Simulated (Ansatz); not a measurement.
**Run report: Rh, geometry relaxation (part 4 of 4)**

Rh (interface cell, 36 atoms in the cell); DFT PBE, scalar-relativistic, plane waves, PAW, no spin polarisation (Ansatz 0.2.0); cutoff 420 eV, 12×4×2 k-mesh, Gaussian smearing of 0.1 eV. The structure derives from an entry of the Crystallography Open Database. It belongs to a series of runs on one base structure; here: symmetric tilt boundary Sigma 9 (4 1 1), mirror between planes, shift [0, 0.5].

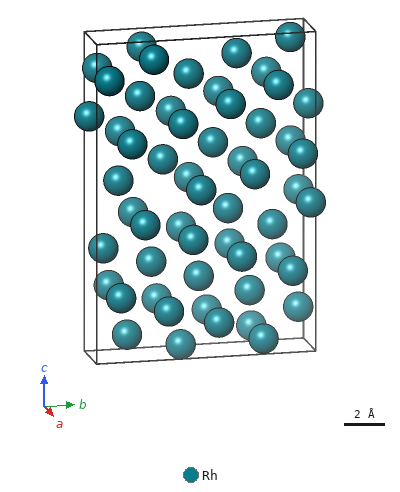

**Figure 1.** The geometry at step 7 of the log (spheres-only view of the cell of the calculation, seen slightly off an axis).

## Input file
```yaml
crystal:
  lattice:
    - [2.7082034564, 0.0, 0.0]
    - [0.0, 11.4899341732, 0.0]
    - [0.0, 0.0, 16.5492207384]
  atoms:
    - { symbol: Rh, position: [1.0, 0.5555555556, 0.095350706] }
    - { symbol: Rh, position: [1.0, 0.1111111111, 0.2044476235] }
    - { symbol: Rh, position: [1.0, 0.6666666667, 0.3135445411] }
    - { symbol: Rh, position: [1.0, 0.2222222222, 0.4226414587] }
    - { symbol: Rh, position: [1.0, 0.7777777778, 0.0408022472] }
    - { symbol: Rh, position: [1.0, 0.3333333333, 0.1498991648] }
    - { symbol: Rh, position: [1.0, 0.8888888889, 0.2589960823] }
    - { symbol: Rh, position: [1.0, 0.4444444444, 0.3680929999] }
    - { symbol: Rh, position: [0.5, 0.3888888889, 0.0135280178] }
    - { symbol: Rh, position: [0.5, 0.9444444444, 0.1226249354] }
    - { symbol: Rh, position: [0.5, 0.5, 0.2317218529] }
    - { symbol: Rh, position: [0.5, 0.0555555556, 0.3408187705] }
    - { symbol: Rh, position: [0.5, 0.6111111111, 0.4499156881] }
    - { symbol: Rh, position: [0.5, 0.1666666667, 0.0680764766] }
    - { symbol: Rh, position: [0.5, 0.7222222222, 0.1771733942] }
    - { symbol: Rh, position: [0.5, 0.2777777778, 0.2862703117] }
    - { symbol: Rh, position: [0.5, 0.8333333333, 0.3953672293] }
    - { symbol: Rh, position: [0.0, 1.0, 0.4771899175] }
    - { symbol: Rh, position: [1.0, 0.0555555556, 0.8955854232] }
    - { symbol: Rh, position: [1.0, 0.6111111111, 0.7864885056] }
    - { symbol: Rh, position: [1.0, 0.1666666667, 0.677391588] }
    - { symbol: Rh, position: [1.0, 0.7222222222, 0.5682946704] }
    - { symbol: Rh, position: [1.0, 0.2777777778, 0.9501338819] }
    - { symbol: Rh, position: [1.0, 0.8333333333, 0.8410369644] }
    - { symbol: Rh, position: [1.0, 0.3888888889, 0.7319400468] }
    - { symbol: Rh, position: [1.0, 0.9444444444, 0.6228431292] }
    - { symbol: Rh, position: [0.5, 0.8888888889, 0.9774081113] }
    - { symbol: Rh, position: [0.5, 0.4444444444, 0.8683111938] }
    - { symbol: Rh, position: [0.5, 0.0, 0.7592142762] }
    - { symbol: Rh, position: [0.5, 0.5555555556, 0.6501173586] }
    - { symbol: Rh, position: [0.5, 0.1111111111, 0.541020441] }
    - { symbol: Rh, position: [0.5, 0.6666666667, 0.9228596525] }
    - { symbol: Rh, position: [0.5, 0.2222222222, 0.813762735] }
    - { symbol: Rh, position: [0.5, 0.7777777778, 0.7046658174] }
    - { symbol: Rh, position: [0.5, 0.3333333333, 0.5955688998] }
    - { symbol: Rh, position: [0.0, 0.5, 0.5137462116] }
basis:
  ecutwfc: 420
kpoints:
  mp_grid: { grid: [12, 4, 2] }
hamiltonian:
  xc: pbe
scf:
  occupations: { method: gaussian, width: 0.1 }
output:
  forces: true
  stress: true
  eigenvalues: true
  populations: true
  write_density: true
  write_potential: true
  elf: true
  volumetric_format: npy
relax:
  adjacent_minimum: "off"
  f_tol: 0.02
  max_steps: 60
  cell: { fix: [a, b, alpha, beta, gamma], stress_tol: 0.1 }
```

Launched with:
```bash
ansatz run input.yaml --threads 4 --pin off --max-ram 11264MiB --backend cpu --events-out ev --progress --plain --runs-dir out
```

## Key numbers

```tsv
quantity	value
outcome	converged
electrons treated	612
free energy	−230498.6282 eV
Fermi energy	20.827 eV
gap on the k-point mesh	none (metallic)
final volume	523.90 Å³
largest force (length of the vector) at the end	0.017 eV/Å
hardware	4 threads of AMD EPYC (Zen 3), 32 GiB of memory available, shared host
wall time	38 min (CPU time 2.5 h)
peak memory	7.1 GiB
```
